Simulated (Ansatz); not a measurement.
W: geometry relaxation

The run: geometry relaxation of W (1 atom in the cell). Method and program: DFT r2SCAN, scalar-relativistic, plane waves, PAW, no spin polarisation (Ansatz 0.2.0).

The structure derives from an entry of the Crystallography Open Database. Figures and captions count atoms from 1; the log counts them from 0 in places.

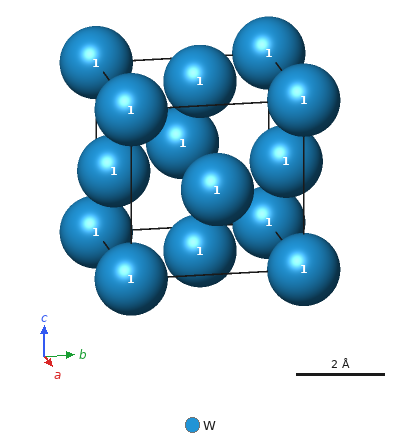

**Figure 1.** The starting structure (spheres-only view of the cell 4 times as large as that of the calculation, set on its symmetry axes, seen slightly off an axis; atoms are numbered from 1 in the order of the input). An atom can appear more than once, as a periodic image.

## Input
```yaml
crystal:
  lattice:
    - [0.0, 2.0091471698, 2.0091471698]
    - [2.0091471698, 0.0, 2.0091471698]
    - [2.0091471698, 2.0091471698, 0.0]
  atoms:
    - { symbol: W, position: [0.0, 0.0, 0.0] }
basis:
  ecutwfc: 500
kpoints:
  mp_grid: { grid: [18, 18, 18] }
hamiltonian:
  xc: r2scan
scf:
  occupations: { method: gaussian, width: 0.1 }
output:
  forces: true
  stress: true
  eigenvalues: true
  write_density: true
  write_potential: true
  elf: true
  volumetric_format: npy
relax:
  adjacent_minimum: "off"
  f_tol: 0.005
  max_steps: 80
  cell: { stress_tol: 0.05 }
```

Command:
```bash
ansatz run input.yaml --threads 2 --pin off --max-ram 5120MiB --backend cpu --events-out ev --progress --plain --runs-dir out
```

## The program's output
```
Engine: ansatz 0.2.0, aarch64-unknown-linux-gnu
Pseudopotentials: kind: paw
Pseudopotential: W, paw, valence charge 14, recommended cutoff 500 eV (meta_gga), W.paw.azcp
Functional definition: r2SCAN
  parameter k0 = 0.174
  parameter k1 = 0.065
  parameter a1 = 4.9479
  exchange = r2scan_x(k0 = k0, k1 = k1, a1 = a1)
  correlation = r2scan_c
Crystal: 1 atoms, lattice volume = 16.221 Å³
Basis set: ecut = 500 eV, 411 PW (Γ), exchange–correlation on 96×96×96 points (64 copies of the dense FFT grid, shifted against one another)
Bands: 11, of which v1, the nominal top of the filled ones, is band 7 counted from 1 (6 counted from 0)
Symmetry: 48 space group operations
Space group: Fm-3m (ITA 225), of the structure as read, at distance tolerance 2.5e-5 Å
k-points: 195 of 5832
Non-local potential: W, projectors of the file, l = 0: 3, l = 1: 2, l = 2: 2, l = 3: 1
PAW form: soft (Blöchl's): semilocal exchange-correlation on the pseudo side does not see the compensation charge
PAW frozen core: W, regenerated for the run's functional (the file was generated under x = pbe(κ = 0.804, μ = 0.2195149727645171), c = pbe(β = 0.06672455060314922))
PAW one-centre angular grid: W, 590 points (default); XC on 160 Gauss nodes
Initial density: superposition of atomic densities (neutral atoms: chi_scale 0, normalization atom), corrected by the library's trained network
Initial wavefunctions: pseudopotential atomic-orbital guess
Functional: x = r2scan, c = r2scan; τ floored in thin density (d = 2e-4 eV/Å³)
SCF iter   1: F=—  HF=-10396.731397 eV  |F-HF|=—  |Δ(HF+E_count)|=         —  Δρ=6.27e-3  dr2=3.30e-3  dr2_τ=4.38e-2  ethr=1.77e-3  ⟨swp⟩=5.0  Hψ=12682  notcnv=0
preconditioner: auto → none  [metal: Δε(μ)=0.020 eV  Ē_g=9.061 eV  σ=0.100 eV  W_gap=0.11  n_scr=0 (ndim 8)  ℏωp=22.6 eV  f_vac=0.000  D(μ)=1.16/eV (n_scr^D=14)]
SCF iter   2: F=—  HF=-10396.743861 eV  |F-HF|=—  |Δ(HF+E_count)|=   1.25e-2  Δρ=2.96e-3  dr2=3.69e-4  dr2_τ=9.12e-5  ethr=2.36e-5  ⟨swp⟩=2.3  Hψ=4616  notcnv=0
SCF iter   3: F=—  HF=-10396.744244 eV  |F-HF|=—  |Δ(HF+E_count)|=   3.84e-4  Δρ=1.05e-3  dr2=4.65e-5  dr2_τ=1.30e-5  ethr=2.63e-6  ⟨swp⟩=2.3  Hψ=2721  notcnv=0
SCF iter   4: F=—  HF=-10396.744292 eV  |F-HF|=—  |Δ(HF+E_count)|=   4.77e-5  Δρ=4.58e-5  dr2=1.61e-7  dr2_τ=3.11e-8  ethr=3.32e-7  ⟨swp⟩=2.7  Hψ=3271  notcnv=0
iter 5 did not close the SCF: its close was put off for the readings that it lacked (scf_convergence_deferred on its scf_iter line)
SCF iter   5: F=-10396.744292 eV  HF=-10396.744292 eV  |F-HF|=2.83e-9  |Δ(HF+E_count)|=   1.47e-7  Δρ=6.96e-6  dr2=2.59e-9  dr2_τ=1.56e-9  ethr=1.15e-9  ⟨swp⟩=2.0  Hψ=3236  notcnv=0
SCF iter   6: F=-10396.744292 eV  HF=-10396.744292 eV  |F-HF|=9.09e-12  |Δ(HF+E_count)|=   3.54e-9  Δρ=3.36e-7  dr2=9.85e-12  dr2_τ=9.00e-12  ethr=1.85e-11  ⟨swp⟩=5.8  Hψ=11330  notcnv=0
SCF 1 converged in 6 iterations: F = -10396.744292 eV  dr2 = 9.85e-12
  greatest PAW one-centre occupation: 0.999 electrons in one spin orbital (limit 2), on the W atom at site 0 (counted from 0), in its partial waves of l = 0
relax step   1: F+E_penalty+E_count = -10396.74429208 eV  Δ(F+E_penalty+E_count) = +0.000e0 eV  max|allowed force component| = 0.000e0 eV/Å  Δτ_max = 0.0000 Å  P = -0.261 GPa  Ω = 16.221 Å³  (6 SCF iters, accepted)
Crystal: 1 atoms, lattice volume = 16.164 Å³
Initial density: handed on by an earlier stage of this run
Initial wavefunctions: those handed on with the density
iter 1 solved again at ethr=2.03e-8 eV; its pass at ethr=3.10e-3 eV (dr2=2.84e-6 eV) is discarded
SCF iter   1: F=—  HF=-10396.743974 eV  |F-HF|=—  |Δ(HF+E_count)|=         —  Δρ=1.15e-4  dr2=1.57e-6  dr2_τ=2.43e-4  ethr=2.03e-8  ⟨swp⟩=2.2  Hψ=14600  notcnv=0
preconditioner: auto → none  [metal: Δε(μ)=0.006 eV  Ē_g=9.093 eV  σ=0.100 eV  W_gap=0.03  n_scr=0 (ndim 8)  ℏωp=22.6 eV  f_vac=0.000  D(μ)=1.11/eV (n_scr^D=14)]
SCF iter   2: F=—  HF=-10396.744225 eV  |F-HF|=—  |Δ(HF+E_count)|=   2.51e-4  Δρ=8.85e-5  dr2=4.69e-7  dr2_τ=1.29e-7  ethr=1.12e-8  ⟨swp⟩=3.0  Hψ=3873  notcnv=0
SCF iter   3: F=—  HF=-10396.744225 eV  |F-HF|=—  |Δ(HF+E_count)|=   7.12e-7  Δρ=4.44e-5  dr2=1.13e-7  dr2_τ=2.29e-8  ethr=3.35e-9  ⟨swp⟩=2.8  Hψ=3494  notcnv=0
SCF iter   4: F=-10396.744225 eV  HF=-10396.744225 eV  |F-HF|=1.20e-9  |Δ(HF+E_count)|=   1.67e-7  Δρ=4.22e-6  dr2=1.19e-9  dr2_τ=6.11e-10  ethr=7.14e-10  ⟨swp⟩=9.4  Hψ=13612  notcnv=0
SCF 2 converged in 4 iterations: F = -10396.744225 eV  dr2 = 1.19e-9
relax step   2: F+E_penalty+E_count = -10396.74422544 eV  Δ(F+E_penalty+E_count) = +6.664e-5 eV  max|allowed force component| = 0.000e0 eV/Å  Δτ_max = 0.0000 Å  P = +0.813 GPa  Ω = 16.164 Å³  energy of the carried Pulay correction = +3.060e-5 eV  (4 SCF iters, dr2 threshold 1.00e-7 eV, rejected (line search))
Crystal: 1 atoms, lattice volume = 16.207 Å³
iter 1 solved again at ethr=1.18e-8 eV; its pass at ethr=3.10e-3 eV (dr2=1.65e-6 eV) is discarded
SCF iter   1: F=—  HF=-10396.744166 eV  |F-HF|=—  |Δ(HF+E_count)|=         —  Δρ=8.65e-5  dr2=8.99e-7  dr2_τ=1.39e-4  ethr=1.18e-8  ⟨swp⟩=2.2  Hψ=14574  notcnv=0
preconditioner: auto → none  [metal: Δε(μ)=0.006 eV  Ē_g=9.065 eV  σ=0.100 eV  W_gap=0.04  n_scr=0 (ndim 8)  ℏωp=22.6 eV  f_vac=0.000  D(μ)=1.11/eV (n_scr^D=14)]
SCF iter   2: F=—  HF=-10396.744310 eV  |F-HF|=—  |Δ(HF+E_count)|=   1.45e-4  Δρ=6.50e-5  dr2=2.53e-7  dr2_τ=7.06e-8  ethr=6.42e-9  ⟨swp⟩=3.0  Hψ=3866  notcnv=0
SCF iter   3: F=—  HF=-10396.744311 eV  |F-HF|=—  |Δ(HF+E_count)|=   3.91e-7  Δρ=3.20e-5  dr2=5.86e-8  dr2_τ=1.22e-8  ethr=1.81e-9  ⟨swp⟩=2.9  Hψ=3521  notcnv=0
SCF iter   4: F=—  HF=-10396.744311 eV  |F-HF|=—  |Δ(HF+E_count)|=   8.68e-8  Δρ=3.59e-6  dr2=8.18e-10  dr2_τ=5.14e-10  ethr=4.18e-10  ⟨swp⟩=3.0  Hψ=3651  notcnv=0
SCF iter   5: F=—  HF=-10396.744311 eV  |F-HF|=—  |Δ(HF+E_count)|=  9.20e-10  Δρ=1.22e-6  dr2=1.20e-10  dr2_τ=1.49e-11  ethr=5.84e-12  ⟨swp⟩=2.8  Hψ=3523  notcnv=0
SCF iter   6: F=—  HF=-10396.744311 eV  |F-HF|=—  |Δ(HF+E_count)|=  1.13e-10  Δρ=4.00e-7  dr2=1.12e-11  dr2_τ=2.82e-12  ethr=1.00e-12  ⟨swp⟩=2.2  Hψ=3367  notcnv=0
SCF iter   7: F=-10396.744311 eV  HF=-10396.744311 eV  |F-HF|=1.27e-11  |Δ(HF+E_count)|=  3.64e-12  Δρ=1.44e-7  dr2=1.53e-12  dr2_τ=3.82e-13  ethr=1.00e-12  ⟨swp⟩=5.4  Hψ=7758  notcnv=0
SCF 3 converged in 7 iterations: F = -10396.744311 eV  dr2 = 1.53e-12
relax step   3: F+E_penalty+E_count = -10396.74431081 eV  Δ(F+E_penalty+E_count) = -1.873e-5 eV  max|allowed force component| = 0.000e0 eV/Å  Δτ_max = 0.0000 Å  P = -0.001 GPa  Ω = 16.207 Å³  energy of the carried Pulay correction = +7.440e-6 eV  (7 SCF iters, accepted)
Initial wavefunctions: pseudopotential atomic-orbital guess (no wavefunctions were taken with the density)
iter 1 solved again at ethr=1.48e-8 eV; its pass at ethr=3.10e-3 eV (dr2=2.07e-6 eV) is discarded
SCF iter   1: F=—  HF=-10396.744302 eV  |F-HF|=—  |Δ(HF+E_count)|=         —  Δρ=3.81e-6  dr2=2.62e-10  dr2_τ=3.37e-9  ethr=1.48e-8  ⟨swp⟩=3.4  Hψ=18351  notcnv=0
preconditioner: auto → none  [metal: Δε(μ)=0.006 eV  Ē_g=9.067 eV  σ=0.100 eV  W_gap=0.03  n_scr=0 (ndim 8)  ℏωp=22.6 eV  f_vac=0.000  D(μ)=1.11/eV (n_scr^D=14)]
SCF iter   2: F=—  HF=-10396.744301 eV  |F-HF|=—  |Δ(HF+E_count)|=   1.31e-6  Δρ=1.88e-6  dr2=6.12e-11  dr2_τ=8.42e-11  ethr=1.87e-12  ⟨swp⟩=3.1  Hψ=4053  notcnv=0
SCF iter   3: F=-10396.744301 eV  HF=-10396.744301 eV  |F-HF|=9.09e-12  |Δ(HF+E_count)|=  8.19e-11  Δρ=1.07e-7  dr2=8.88e-13  dr2_τ=3.43e-12  ethr=1.00e-12  ⟨swp⟩=5.8  Hψ=10468  notcnv=0
SCF 4 converged in 3 iterations: F = -10396.744301 eV  dr2 = 8.88e-13
relax step   4: F+E_penalty+E_count = -10396.74430060 eV  Δ(F+E_penalty+E_count) = +1.022e-5 eV  max|allowed force component| = 0.000e0 eV/Å  Δτ_max = 0.0000 Å  P = -0.001 GPa  Ω = 16.207 Å³  stress off target by 1.38e-3 GPa  SCF on the basis re-selected at this cell (its energy is not comparable with the rows above)  (3 SCF iters)
```

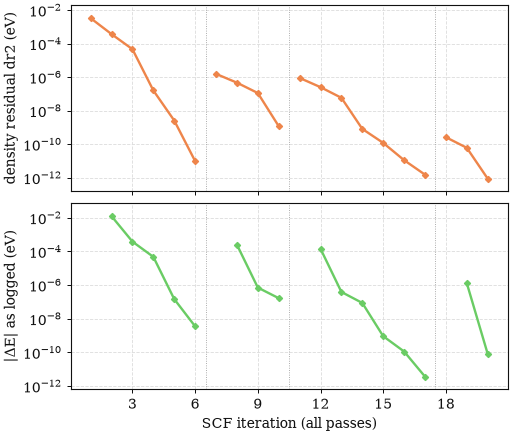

**Figure 2.** Convergence of the self-consistent field: density residual dr2 and size of the energy change against the SCF iteration. The dotted lines part the SCF passes of the relaxation: geometry steps, rejected trials and re-solves on a re-selected basis. The passes take 6, 4, 7 and 3 iterations.

```
basis re-selected at this cell: Δ(F+E_penalty+E_count) = +1.022e-5 eV, ΔP = -0.000 GPa vs the last step (what re-selecting the basis moved, of the pressure what is left beyond the Pulay correction that the steps carried, after the strain that the cell walked since its last selection, with what the two solves' SCF thresholds leave and, on support functions, any second-order correction that the steps lacked; it is no measure of the basis error at this ecutwfc). This SCF's stress stands 1.38e-3 GPa from its target on what of the cell is left free (relax.cell.stress_tol is 5.00e-2 GPa) and its largest allowed force component is 0.00e0 eV/Å (relax.f_tol is 5.00e-3 eV/Å): within both
SCF converged after 3 iterations
Free energy (F): -10396.744301 eV
Harris-Foulkes:  -10396.744301 eV  (|F-HF|=9.09e-12)
Internal energy: -10396.738760 eV  (E = F + TS)
E sigma→0 (E₀):  -10396.741530 eV
Entropy (-TS):   -0.005541 eV (-5.541 meV/atom)
Fermi energy:    21.441475 eV
--- Per-component energies (eV) ---
  E_band       = -102.210442
  E_kinetic    = 450.256847
  E_local      = -616.116628  (includes V_loc(G=0)·N_el)
  E_nonlocal   = 1.445880
  E_hartree    = 220.696933
  E_xc         = -248.685902
  E_vxc        = -259.487198  (∫ρ·V_xc dr)
  E_paw        = -8593.154860  (= ΣΔE_a)
  E_vpaw       = -133.154872  (= ΣTr[D̂ρ^β])
  E_aug_tail   = -0.000048  (compensation charges beyond the density's cutoff)
  E_vtau       = 13.451736  (kinetic-family band-sum trace: ∫τ·v_τ [+ j·A + Jᵃ·Aᵃ] dr)
  E_ewald      = -1610.593032
  E_core_change = -0.587949  (= ΣΔE_core)
  E_smearing   = -0.005541  (= −TS)
  E_closure    = 0.000000  (closes the sum)
  Σ components = -10396.744301   (vs F -10396.744301, Δ=0.00e0)
--- Forces (eV/Å), atoms counted from 1 ---
  atom   1  W     -0.00000000    -0.00000000    -0.00000000
  max |Σ_I F_I| component: 9.86e-32 eV/Å
--- Stress (GPa, compression-positive) ---
       -0.001383      -0.000000      -0.000000
       -0.000000      -0.001383      -0.000000
       -0.000000      -0.000000      -0.001383
  P = ⅓ Tr σ = -0.0014 GPa (-0.014 kbar)
--- Band table (eV; the first three rows and the last of 195) ---
  k-point 0: bands = ["-54.0590", "-17.0240", "-17.0240", "-17.0240", "11.9130", "20.8384", "20.8384", "20.8384", "24.2778", "24.2778", "34.7329"]
  k-point 1: bands = ["-54.0553", "-17.0653", "-17.0292", "-17.0292", "12.0576", "20.7225", "20.9063", "20.9063", "24.2145", "24.2145", "35.0239"]
  k-point 2: bands = ["-54.0445", "-17.1831", "-17.0441", "-17.0441", "12.4756", "20.4232", "21.0848", "21.0848", "24.0700", "24.0700", "35.8056"]
  k-point 194: bands = ["-53.8927", "-17.9223", "-17.7944", "-17.5004", "17.3987", "18.7070", "19.8144", "23.0577", "27.5119", "32.2554", "32.4970"]
--- Relaxed structure (3 steps of the walk, 2 accepted, 1 SCFs on fresh bases) ---
  F+E_penalty+E_count = -10396.74430060 eV   max|allowed force component| = 0.000e0 eV/Å   (the final SCF, on the basis selected at the relaxed cell)
  cell:  # Å, volume = 16.2067 Å³
    - [1.2738430082238974e-35, 2.0085763244898756, 2.0085763244898756]
    - [2.0085763244898756, 3.1846075205597443e-35, 2.0085763244898756]
    - [2.0085763244898756, 2.0085763244898756, 3.0253771445317565e-35]
  atoms:
    - { symbol: W, position: [0.0, 0.0, 0.0] }
```

## Trajectory as extended XYZ (Å, eV, eV/Å), 4 frames, from step=1 to step=4
```
1
Lattice="0.0000 2.0091 2.0091 2.0091 0.0000 2.0091 2.0091 2.0091 0.0000" Properties=species:S:1:pos:R:3:forces:R:3 step=1 energy=-10396.74429 pressure_GPa=-0.26
W     0.0000    0.0000    0.0000    0.0000   0.0000   0.0000
1
Lattice="0.0000 2.0068 2.0068 2.0068 0.0000 2.0068 2.0068 2.0068 0.0000" Properties=species:S:1:pos:R:3:forces:R:3 step=2 energy=-10396.74423 pressure_GPa=0.81 accepted=F
W     0.0000    0.0000    0.0000    0.0000   0.0000   0.0000
1
Lattice="0.0000 2.0086 2.0086 2.0086 0.0000 2.0086 2.0086 2.0086 0.0000" Properties=species:S:1:pos:R:3:forces:R:3 step=3 energy=-10396.74431 pressure_GPa=-0.00
W     0.0000    0.0000    0.0000    0.0000   0.0000   0.0000
1
Lattice="0.0000 2.0086 2.0086 2.0086 0.0000 2.0086 2.0086 2.0086 0.0000" Properties=species:S:1:pos:R:3:forces:R:3 step=4 energy=-10396.74430 pressure_GPa=-0.00
W     0.0000    0.0000    0.0000    0.0000   0.0000   0.0000
```

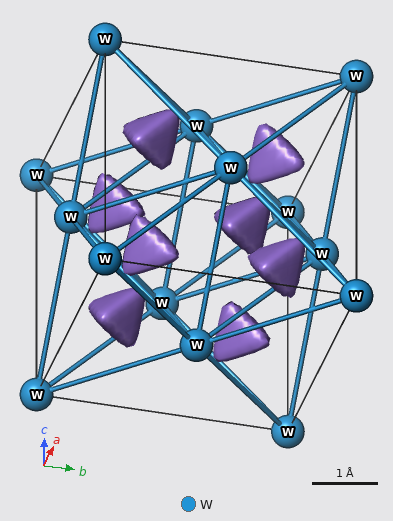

**Figure 3.** Isosurface of the electron localisation function at 0.5 (purple), seen at an oblique angle. Only the valence region is drawn (cores and ρ < 0.01 e/Å³ removed). Sticks mark near contacts. The outline is the cell set on symmetry axes. Core electrons are frozen (PAW), so the fields are smoothed inside the atomic spheres.

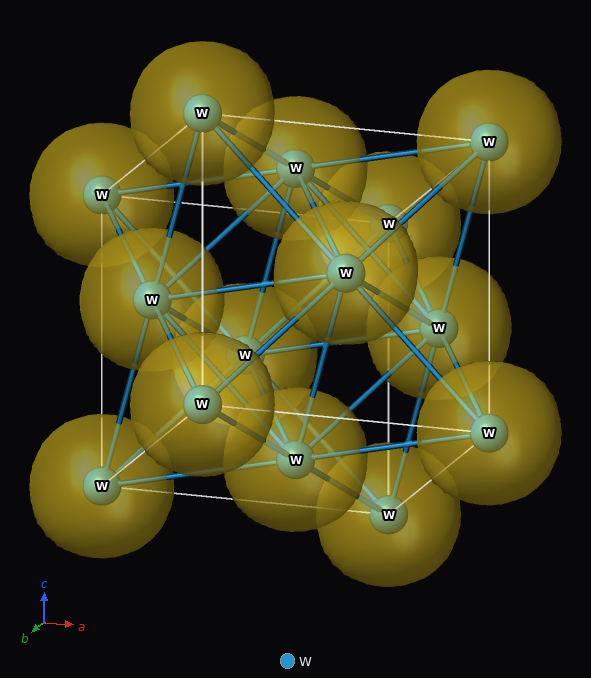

**Figure 4.** Isosurface of the valence charge density (pseudo) at 0.8 e/Å³ (yellow), seen at an oblique angle. Sticks mark near contacts. The outline is the cell set on symmetry axes. At this value the density breaks into separate islands; it holds about 65 % of the electrons treated as valence (semicore included). It is pinched off along the W–W (2.84 Å) contacts. On the grid the lowest density along these lines, outside the cores, is 0.36 e/Å³ (W–W, 2.84 Å).

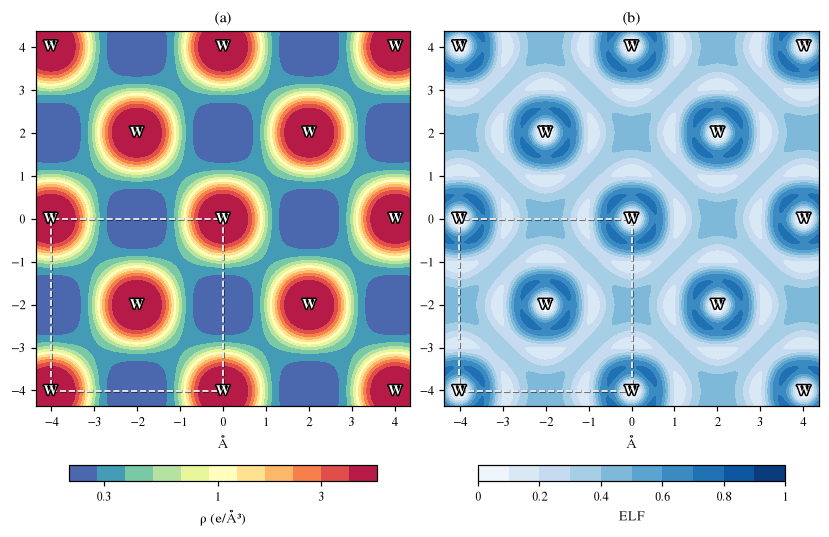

**Figure 5.** (a) valence pseudo-density; (b) electron localisation function on the (010) plane of the conventional cell. W–W (2.84 Å): the density is about 0.36 e/Å³ at the midpoint; the ELF is about 0.35 at the midpoint, which marks nearly free electrons, as in a simple metal. Away from the nuclei the density in this plane falls to 0.21 e/Å³ at its lowest. The strong features right at W lie inside the PAW spheres (semicore, d or f shells) and say nothing about bonding.

## Summary

| quantity | value |
| --- | --- |
| outcome | converged |
| space group (tolerance 0.01 Å) | Fm-3m (225) |
| electrons treated | 14 |
| free energy | −10396.7443 eV |
| Fermi energy | 21.441 eV |
| gap on the k-point mesh | none (metallic) |
| pressure | 0.00 GPa |
| final volume | 16.21 Å³ |
| largest force (length of the vector) at the end | under 0.001 eV/Å |
| final cell | a = 2.841 Å, b = 2.841 Å, c = 2.841 Å, α = 60.00°, β = 60.00°, γ = 60.00° |
| hardware | 2 threads of Arm Neoverse V2, 24 GiB of memory available, shared host |
| wall time | 9.8 s (CPU time 19 s) |
| peak memory | 0.39 GiB |

Spin–orbit coupling is left out, which matters for W.
